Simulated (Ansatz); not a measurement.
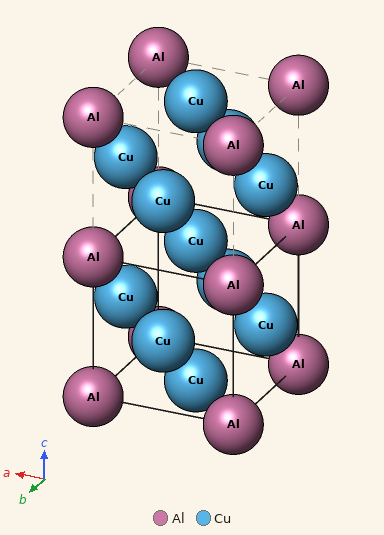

Spheres-only representation of a periodic structure, projected from a general direction. Shown are 1×1×2 repeats of the conventional unit cell, one of them outlined in solid lines. Cell: a = 3.609 Å, b = 3.609 Å, c = 3.609 Å, α = 90.00°, β = 90.00°, γ = 90.00°.

Write a short crystallographic description.

The material is AlCu₃. The lattice is primitive cubic and the space group Pm-3m (No. 221). In terms of structure types, this is Cu₃Au (L1₂) type. Counting shared atoms by their share gives 1 Al, 3 Cu, or 4 atoms. Each Al is bonded to twelve Cu in a cuboctahedral arrangement at about 2.6 Å. Each Cu atom is coordinated by eight Cu and four Al in a cuboctahedral arrangement (about 2.6 Å to Cu, 2.6 Å to Al).

Source of the structure: a structure listed in the Materials Project. The cell was then strained or its atoms displaced on purpose. It was the input of a calculation with Ansatz.
